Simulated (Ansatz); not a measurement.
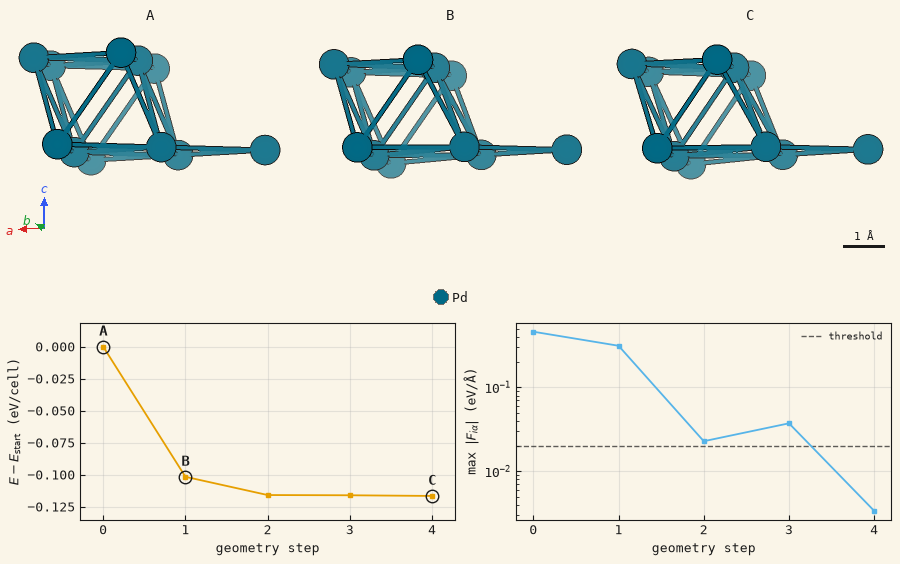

Frames of a constrained relaxation of a slab of composition Pd (cut from the Fm-3m phase), marked on the history of the run. A ball-and-stick model of the atoms within 4.2 Å of the atom that moves most (axes of the 1 × 3 repeat of the cell, outlined in the plane, without the vacuum (origin shifted)), seen from a free direction.

Case: stripe over 2 of 6 cells, two steps. 12 atoms are held fixed.

The calculation used DFT PBE, scalar-relativistic, plane waves, PAW (Ansatz).

Input
```yaml
crystal:
  lattice:
    - [16.7260837545, 0.0, 0.0]
    - [-1.3938403129, 2.4142022395, 0.0]
    - [0.0, 0.0, 21.1045267986]
  atoms:
    - { symbol: Pd, position: [0.0, 0.0, 0.071074799] }
    - { symbol: Pd, position: [0.0555555556, 0.6666666667, 0.178925201] }
    - { symbol: Pd, position: [0.1111111111, 0.3333333333, 0.286775603] }
    - { symbol: Pd, position: [0.1666666667, 0.0, 0.071074799] }
    - { symbol: Pd, position: [0.2222222222, 0.6666666667, 0.178925201] }
    - { symbol: Pd, position: [0.2777777778, 0.3333333333, 0.286775603] }
    - { symbol: Pd, position: [0.3333333333, 0.0, 0.071074799] }
    - { symbol: Pd, position: [0.3888888889, 0.6666666667, 0.178925201] }
    - { symbol: Pd, position: [0.4444444444, 0.3333333333, 0.286775603] }
    - { symbol: Pd, position: [0.5, 1.0, 0.071074799] }
    - { symbol: Pd, position: [0.5555555556, 0.6666666667, 0.178925201] }
    - { symbol: Pd, position: [0.6111111111, 0.3333333333, 0.286775603] }
    - { symbol: Pd, position: [0.6666666667, 0.0, 0.071074799] }
    - { symbol: Pd, position: [0.7222222222, 0.6666666667, 0.178925201] }
    - { symbol: Pd, position: [0.7777777778, 0.3333333333, 0.286775603] }
    - { symbol: Pd, position: [0.8333333333, 0.0, 0.071074799] }
    - { symbol: Pd, position: [0.8888888889, 0.6666666667, 0.178925201] }
    - { symbol: Pd, position: [0.9444444444, 0.3333333333, 0.286775603] }
    - { symbol: Pd, position: [0.0, 0.0, 0.394626005] }
    - { symbol: Pd, position: [0.1666666667, 0.0, 0.394626005] }
    - { symbol: Pd, position: [0.3333333333, 0.0, 0.394626005] }
    - { symbol: Pd, position: [0.5, 0.0, 0.394626005] }
    - { symbol: Pd, position: [0.6666666667, 0.0, 0.394626005] }
    - { symbol: Pd, position: [0.8333333333, 0.0, 0.394626005] }
    - { symbol: Pd, position: [0.0555555556, 0.6666666667, 0.5024764071] }
    - { symbol: Pd, position: [0.2222222222, 0.6666666667, 0.5024764071] }
basis:
  ecutwfc: 420
kpoints:
  mp_grid: { grid: [2, 12, 1] }
hamiltonian:
  xc: pbe
scf:
  occupations: { method: gaussian, width: 0.1 }
output:
  forces: true
  eigenvalues: true
  populations: true
relax:
  adjacent_minimum: "off"
  f_tol: 0.02
  max_steps: 45
  constraints: [{ sites: [0, 1, 3, 4, 6, 7, 9, 10, 12, 13, 15, 16] }]
efield:
  axis: 3
  dipole_correction: true
  ramp_width: 0.04
```

Command:
```bash
ansatz run input.yaml --threads 4 --pin off --max-ram 9216MiB --backend cpu --events-out ev --progress --plain --runs-dir out
```

Q: What happens along the run?

A: After 4 geometry steps the energy has fallen by 0.117 eV per cell of the calculation. The largest force component goes from 0.46 to 0.0034 eV/Å. The largest move is that of Pd25, 0.20 Å at 29° to the normal (−c side). The lattice vectors keep their values. Near-neighbour distances that change, for instance: Pd20–Pd25 2.788 → 2.674 Å, Pd19–Pd20 2.788 → 2.894 Å, Pd19–Pd25 2.788 → 2.715 Å, Pd19–Pd24 2.788 → 2.749 Å. Cost: 5.4 min on 4 threads of Intel(R) Xeon(R) 6975P-C (Granite Rapids), on a shared host, peak memory 5.1 GiB. From step 0 to 1: Pd25 moves most (0.19 Å), energy −0.102 eV per cell of the calculation. From step 1 to 4: Pd26 moves most (0.06 Å), energy −15.0 meV per cell of the calculation.

```tsv
step	E − E(0), meV/atom	largest force component, eV/Å
0	0.00	0.4600
1	-3.91	0.3129
2	-4.46	0.0228
3	-4.46	0.0373
4	-4.48	0.0034
```
